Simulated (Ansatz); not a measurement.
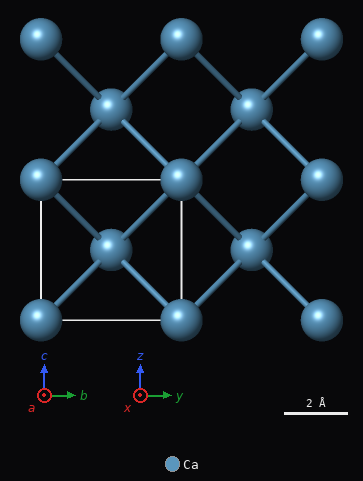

A crystal of Ca (Im-3m): the ratio of the cell's length along z to its lengths across, counted as 1 for the reference, is changed at fixed volume (a tetragonal or Bain path), with the atoms kept at their fractional coordinates. x, y and z are the Cartesian axes of the input. The picture shows the reference cell. A ball-and-stick model of the conventional cell (2 times the calculation's cell), repeated 2 × 2 × 2 with one cell outlined, seen along the a axis. Lengths and directions refer to the drawn axes.

Computed with DFT PBEsol, scalar-relativistic, plane waves, PAW (Ansatz). (plane-wave cutoff 420 eV; k-point mesh 16 × 16 × 16; occupations gaussian; smearing width 0.15 eV; no spin polarisation). Energies (free energies at the smearing named) are counted from the cell as listed in its source, which wasn't relaxed.

```
CELL_PARAMETERS angstrom
-2.24000 2.24000 2.24000
2.24000 -2.24000 2.24000
2.24000 2.24000 -2.24000
ATOMIC_POSITIONS crystal
Ca 0.00000 0.00000 0.00000
```

What energies does the calculation give (the relative ratio: 0.650, 0.707, 0.780, 0.850, 0.920, 0.960, 1.000, 1.050, 1.100, 1.200, 1.300, 1.414, 1.500)?

Answer.
```
axial ratio over its reference value  E − E(ref) (meV/atom)
                               0.650                  248.1
                               0.707                  124.3
                               0.780                   40.9
                               0.850                    8.9
                               0.920                    0.5
                               0.960                   −0.1
                               1.000                    0.0
                               1.050                   −0.5
                               1.100                   −1.9
                               1.200                   −6.6
                               1.300                  −11.9
                               1.414                  −15.1
                               1.500                  −12.4
```

Of the computed points the lowest is at the relative ratio 1.414, −15.1 meV/atom. At the ends of the scan the energy is 248.1 meV/atom (0.65) and −12.4 meV/atom (1.50). The unrelaxed reference is under a pressure of −1.5 GPa. The distortion takes the space group from Im-3m to I4/mmm. At the relative ratio 1.50 the cell of the drawing goes a 4.480 → 3.914 Å, b 4.480 → 3.914 Å, c 4.480 → 5.870 Å.

As a plot:

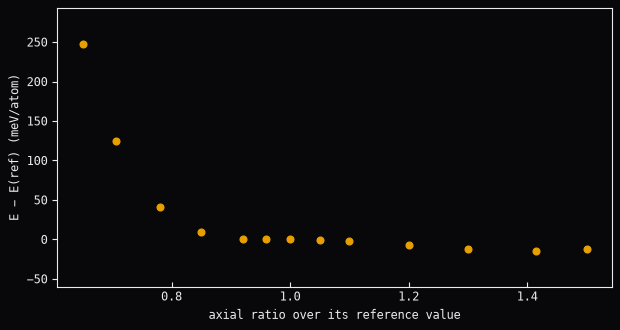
